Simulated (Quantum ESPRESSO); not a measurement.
# MnO₂: 7 runs along one coordinate

System: MnO₂ (6 atoms in the cell).
Method: Kohn-Sham DFT of a periodic cell, PBEsol, GBRV 1.5 PBEsol, spin-polarised (Quantum ESPRESSO 7.5).

The 7 runs differ only in the geometry, by an even scaling of the cell at fixed fractional positions. The structure derives from a Materials Project entry.

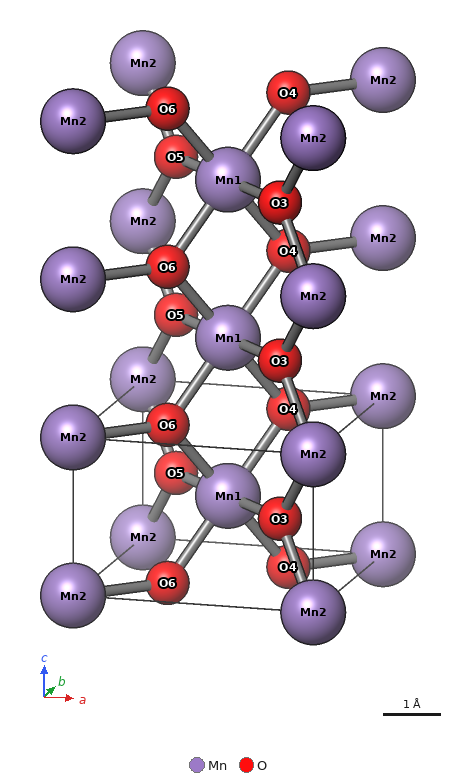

Figure 1. The structure of run 4 (ball-and-stick view of the cell of the calculation, repeated 1 × 1 × 3, seen slightly off an axis; atoms are numbered from 1 in the order of the input).

### Input of run 4
```
&CONTROL
  calculation = 'scf'
  prefix = 'pwscf'
  outdir = './tmp'
  pseudo_dir = './pseudo'
  tprnfor = .true.
  tstress = .true.
  disk_io = 'low'
/
&SYSTEM
  ibrav = 0
  celldm(1) = 8
  nat = 6
  ntyp = 2
  ecutwfc = 45
  ecutrho = 360
  nbnd = 40
  occupations = 'smearing'
  smearing = 'fd'
  degauss = 0.00367493
  nspin = 2
  starting_magnetization(1) = 0.2667
  starting_magnetization(2) = 0
/
&ELECTRONS
  conv_thr = 1.2d-09
  electron_maxstep = 120
  mixing_beta = 0.3
/
ATOMIC_SPECIES
Mn    54.9380 mn_pbesol_v1.5.uspp.F.UPF
O     15.9990 o_pbesol_v1.2.uspp.F.UPF
CELL_PARAMETERS alat
  1.0394482155588   0.0000000000000   0.0000000000000
  0.0000000000000   1.0394482155588   0.0000000000000
  0.0000000000000   0.0000000000000   0.6772490105695
ATOMIC_POSITIONS crystal
Mn     0.5000000000    0.5000000000    0.5000000000
Mn     0.0000000000    0.0000000000    0.0000000000
O      0.8049161500    0.1950838500    0.5000000000
O      0.6950838500    0.6950838500    0.0000000000
O      0.1950838500    0.8049161500    0.5000000000
O      0.3049161500    0.3049161500    0.0000000000
K_POINTS automatic
6 6 9 0 0 0
```

### File pp_density.in of run 4
```
&INPUTPP
  prefix = 'pwscf'
  outdir = './tmp'
  filplot = 'density.dat'
  plot_num = 0
/
&PLOT
  nfile = 1
  filepp(1) = 'density.dat'
  iflag = 3
  output_format = 6
  fileout = 'density.cube'
/
```

### File pp_potential.in of run 4
```
&INPUTPP
  prefix = 'pwscf'
  outdir = './tmp'
  filplot = 'potential.dat'
  plot_num = 11
/
&PLOT
  nfile = 1
  filepp(1) = 'potential.dat'
  iflag = 3
  output_format = 6
  fileout = 'potential.cube'
/
```

### File pp_spin.in of run 4
```
&INPUTPP
  prefix = 'pwscf'
  outdir = './tmp'
  filplot = 'spin.dat'
  plot_num = 6
/
&PLOT
  nfile = 1
  filepp(1) = 'spin.dat'
  iflag = 3
  output_format = 6
  fileout = 'spin.cube'
/
```

Command:
```bash
OMP_NUM_THREADS=1 mpirun -n 2 pw.x -nk 2 -in pw.in > pw.out
OMP_NUM_THREADS=1 mpirun -n 1 pp.x -in pp_density.in > pp_density.out
OMP_NUM_THREADS=1 mpirun -n 1 pp.x -in pp_potential.in > pp_potential.out
OMP_NUM_THREADS=1 mpirun -n 1 pp.x -in pp_spin.in > pp_spin.out
```

Lattice vectors (Å) and fractional positions of run 4:
```
   4.400418    0.000000    0.000000
   0.000000    4.400418    0.000000
   0.000000    0.000000    2.867078
Mn  0.500000  0.500000  0.500000
Mn  0.000000  0.000000  0.000000
O   0.804916  0.195084  0.500000
O   0.695084  0.695084  0.000000
O   0.195084  0.804916  0.500000
O   0.304916  0.304916  0.000000
```

Run 5 has the same physical settings and fractional positions; its lattice vectors (Å) are:
```
   4.429561    0.000000    0.000000
   0.000000    4.429561    0.000000
   0.000000    0.000000    2.886066
```

### Results, with one run withheld

```tsv
run	volume per atom (Å³)	free energy per atom, from the lowest run given (meV)	pressure (GPa)
1	8.698	21.68	15.12
2	8.883	7.60	8.64
3	9.068	0.67	2.84
4	9.253	0.00	−2.27
5	9.438	?	?
6	9.623	15.08	−11.01
7	9.808	29.63	−14.65
```

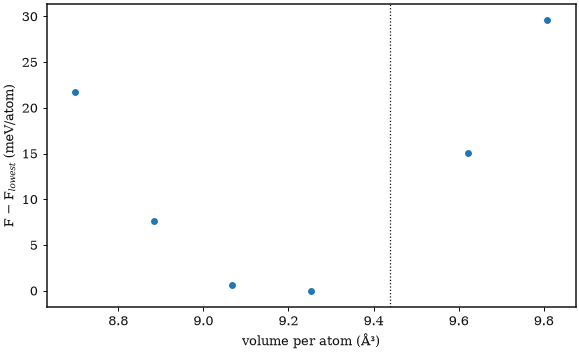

Figure 2. Free energy per atom of the runs given; the dotted line marks run 5.

Fit the runs given and predict run 5.

A cubic polynomial in V^(−2/3) (the Birch–Murnaghan form), fitted to the 6 runs given, misses them by at most 0.02 meV per atom. With x = V^(−2/3) − 0.22762 Å⁻², it reads F = −0.37542 − 300.51 x + 3.1361e+05 x² + 4.4765e+05 x³ (meV per atom). At run 5 it gives 5.02 meV per atom, and the run itself gives 5.02. The slope of the fit gives a pressure −dF/dV of −6.61 GPa there, and the run prints −6.88 GPa. The two needn't agree exactly: the fit is approximate, and the printed stress is taken on a finite basis. The fit has its minimum at 9.179 Å³ per atom, where V d²F/dV² gives 254 GPa. Cell shape and fractional positions are held, so this is the stiffness under even scaling; the relaxed bulk modulus wasn't computed.

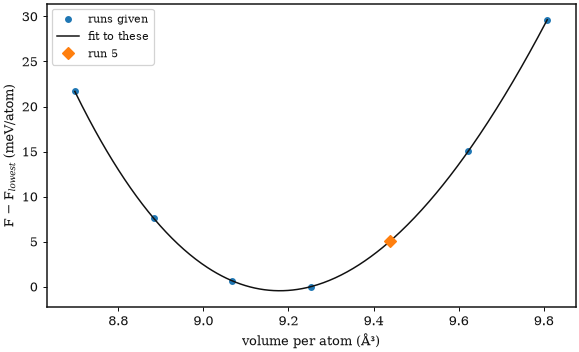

Figure 3. The fit and the withheld run.

### Some lines of the output (run 5)
```
[...]
     total energy              =    -551.22733505 Ry
     total energy              =    -551.23025629 Ry
     total energy              =    -551.23134509 Ry
     total energy              =    -551.23149682 Ry
     total energy              =    -551.23148983 Ry
     total energy              =    -551.23151319 Ry
     total energy              =    -551.23151386 Ry
     total energy              =    -551.23151401 Ry
     total energy              =    -551.23151420 Ry
     the Fermi energy is    10.4460 ev
!    total energy              =    -551.23151429 Ry
     The total energy is F=E-TS. E is the sum of the following terms:
     Computing stress (Cartesian axis) and pressure
          total   stress  (Ry/bohr**3)                   (kbar)     P=      -68.80
```
